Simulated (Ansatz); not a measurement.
Consider Ga7As9 (cell with a defect).

Input file:

```
crystal:
  lattice:
    - [0.0, 5.6033815714, -5.6033815714]
    - [5.6033815714, 5.6033815714, 0.0]
    - [5.6033815714, 0.0, -5.6033815714]
  atoms:
    - { symbol: As, position: [0.4804395904, 0.0065486011, 0.5051866995] }
    - { symbol: Ga, position: [0.5, 0.5, 0.5] }
    - { symbol: Ga, position: [0.0, 0.0, 0.5] }
    - { symbol: Ga, position: [0.0, 0.5, 0.5] }
    - { symbol: Ga, position: [0.5, 0.0, 0.0] }
    - { symbol: Ga, position: [0.5, 0.5, 0.0] }
    - { symbol: Ga, position: [0.0, 0.0, 0.0] }
    - { symbol: Ga, position: [0.0, 0.5, 0.0] }
    - { symbol: As, position: [0.125, 0.125, 0.125] }
    - { symbol: As, position: [0.125, 0.625, 0.125] }
    - { symbol: As, position: [0.6175213845, 0.12518203, 0.1298826171] }
    - { symbol: As, position: [0.625, 0.625, 0.125] }
    - { symbol: As, position: [0.146354604, 0.1117099138, 0.6200789156] }
    - { symbol: As, position: [0.125, 0.625, 0.625] }
    - { symbol: As, position: [0.6286493702, 0.1200632535, 0.6299916463] }
    - { symbol: As, position: [0.6038943555, 0.6397042644, 0.6410466601] }
  host:
    lattice:
      - [0.0, 2.8016907857, 2.8016907857]
      - [2.8016907857, 0.0, 2.8016907857]
      - [2.8016907857, 2.8016907857, 0.0]
    atoms:
      - { symbol: Ga, position: [0.0, 0.0, 0.0] }
      - { symbol: As, position: [0.75, 0.75, 0.75] }
basis:
  ecutwfc: 420
  xc_grid: 2
kpoints:
  mp_grid: { grid: [3, 3, 3], shift: [0.0, 0.0, 0.0] }
hamiltonian:
  xc: lda
scf:
  occupations: { method: gaussian, width: 0.02 }
output:
  forces: true
  stress: false
  eigenvalues: true
  charged_corrections:
    defect_position: [0.5, 0.0, 0.5]
    epsilon: [[15.8256, 0.0, 0.0], [0.0, 15.8256, 0.0], [0.0, 0.0, 15.8256]]
  write_density: true
  write_potential: true
  elf: true
  volumetric_format: npy
relax:
  adjacent_minimum: "off"
  f_tol: 0.025
  max_steps: 45
```

Command:

```sh
ansatz run input.yaml --threads 4 --pin off --max-ram 8192MiB --backend cpu --events-out ev --progress --plain --runs-dir out
```

The fields are those of the relaxed geometry.

Computed with Ansatz, DFT LDA, scalar-relativistic, plane waves, PAW.

### What can the converged valence pseudo-density and electron localisation function tell about the bonding?

Ga–As (2.40 Å): ρ at the midpoint is about 0.52 e/Å³; the ELF peaks at about 0.75 between the atoms.

### Metal or insulator at this level of theory?

It is metallic or semimetallic at this level of theory: no gap opens.

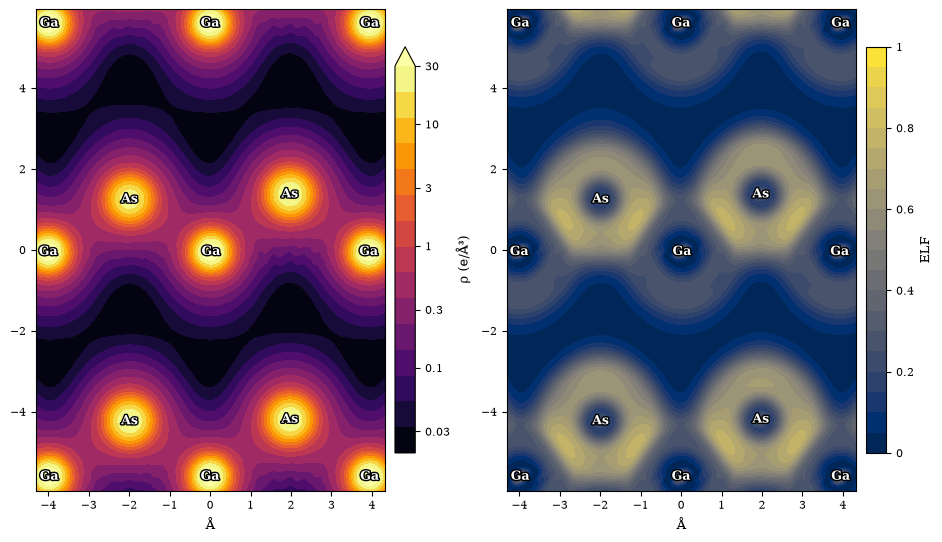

Computed valence pseudo-density and electron localisation function on the (011̄) plane of the calculation cell, in this order. 

The density is the valence pseudo-density of a PAW calculation; it isn't the true density close to the nuclei.
